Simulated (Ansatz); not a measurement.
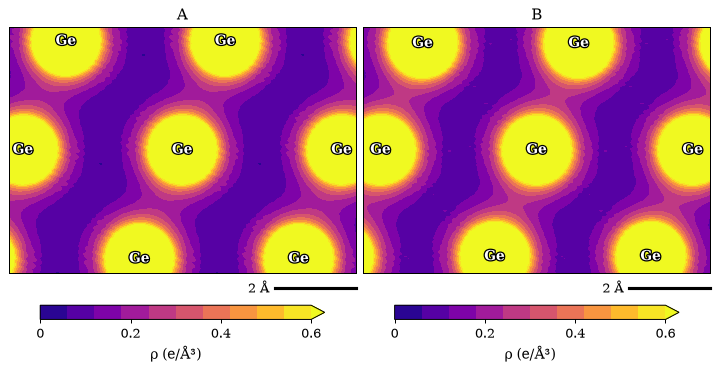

Ge. The valence charge density (pseudo) of two cells that differ in size, on the (001) plane of each (indices in the axes of the calculation cell), at one length scale and on one colour scale: A has 19.4 Å³ an atom and B 18.3.

Computed with Kohn-Sham DFT of a periodic cell, HSE06, Ansatz PAW (Ansatz).

Core electrons are frozen (PAW), and the valence fields are smoothed inside the atomic spheres.

The larger cell:

```
CELL_PARAMETERS angstrom
-2.51243 2.66842 1.44646
2.51243 -2.66842 1.44646
2.51243 2.66842 -1.44646
ATOMIC_POSITIONS crystal
Ge 0.31406 0.06406 0.25000
Ge 0.68594 0.93594 0.75000
```

The smaller cell: a = 3.861 Å, b = 3.861 Å, c = 3.861 Å, α = 100.77°, β = 94.74°, γ = 136.93°.

> What does the compression do to the bonding and the properties?

From the larger cell to the smaller, Ge–Ge goes from 2.89 to 2.84 Å, and the density at its midpoint from 0.23 to 0.25 e/Å³; the pressure goes from −2.2 to 2.4 GPa.
